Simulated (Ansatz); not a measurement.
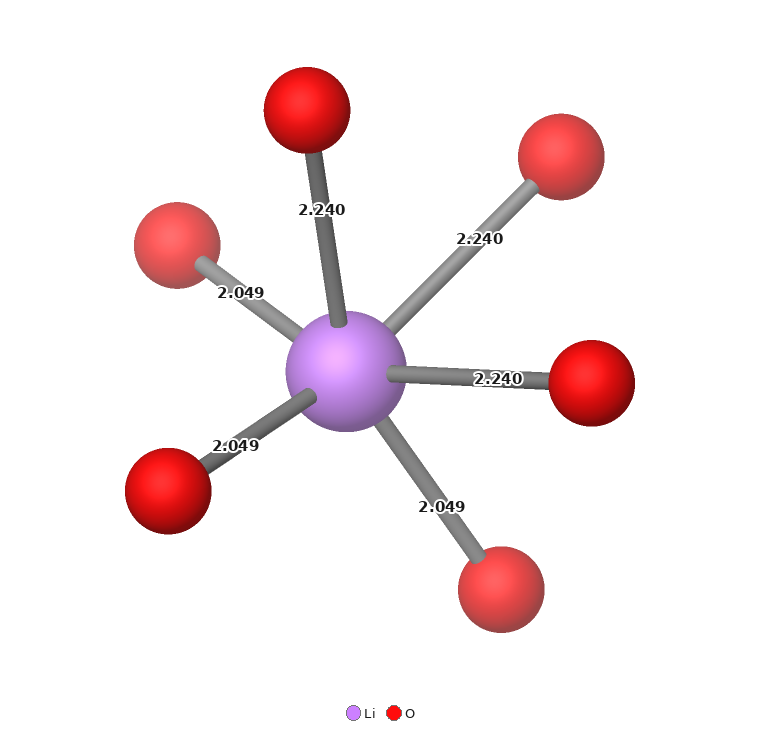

The surroundings of site Li1 (at 0.667, 0.333, 0.051) in LiNbO3 in space group R3c, with bond lengths in Å.

The cell is taken from coordinates from a relaxation with DFT r2SCAN, scalar-relativistic, plane waves, PAW (Ansatz).

```xyz
30
Lattice="5.1376 0.0000 0.0000 -2.5688 4.4493 0.0000 0.0000 0.0000 13.8837" Properties=species:S:1:pos:R:3 pbc="T T T"
Li    2.5688    1.4831    0.7117
Li    0.0000    0.0000    3.0257
Nb    2.5688    1.4831    4.6260
Nb    0.0000    2.9662    2.3120
O    -0.9189    1.6822    3.7504
O    -0.6526    4.4040    3.7504
O     1.5714    2.8124    3.7504
O     0.6526    1.4378    1.4365
O     0.9974    4.2955    1.4365
O    -1.6499    3.1653    1.4365
Li    0.0000    2.9662    5.3396
Li    2.5688    1.4831    7.6536
Nb    0.0000    2.9662    9.2539
Nb    0.0000    0.0000    6.9399
O     1.6499    3.1653    8.3783
O    -0.6526    1.4378    8.3783
O    -0.9974    4.2955    8.3783
O     3.2213    2.9209    6.0643
O     0.9974    1.3293    6.0643
O     3.4877    0.1991    6.0643
Li    0.0000    0.0000    9.9675
Li    0.0000    2.9662   12.2815
Nb    0.0000    0.0000   13.8818
Nb    2.5688    1.4831   11.5678
O     1.6499    0.1991   13.0062
O     1.9162    2.9209   13.0062
O     4.1402    1.3293   13.0062
O     0.6526    4.4040   10.6922
O    -1.5714    2.8124   10.6922
O     0.9189    1.6822   10.6922
```

Bond valence s = exp((R0 − d)/b), R0 fitted to published crystal structures with b = 0.37 Å; R0 in Å: Li+–O 1.449.

**Calculate the bond-valence sum of Li1 from the bonds drawn.**

3 × 0.198 + 3 × 0.118 = 0.95 v.u., against a formal valence of 1: a close match.

Further R0 (Å): Nb5+–O 1.908.

**And over the whole structure?**

```
site              x, y, z  formal valence  bond-valence sum  difference
 Li1  0.667, 0.333, 0.051              +1              0.99       -0.01
 Nb1  0.667, 0.333, 0.333              +5              4.96       -0.04
  O1  0.010, 0.378, 0.270              −2              1.98       -0.02
```

These sums include all anions within 5 Å. The global instability index (root mean square of the differences over all atoms) is 0.03 v.u.: little strain.
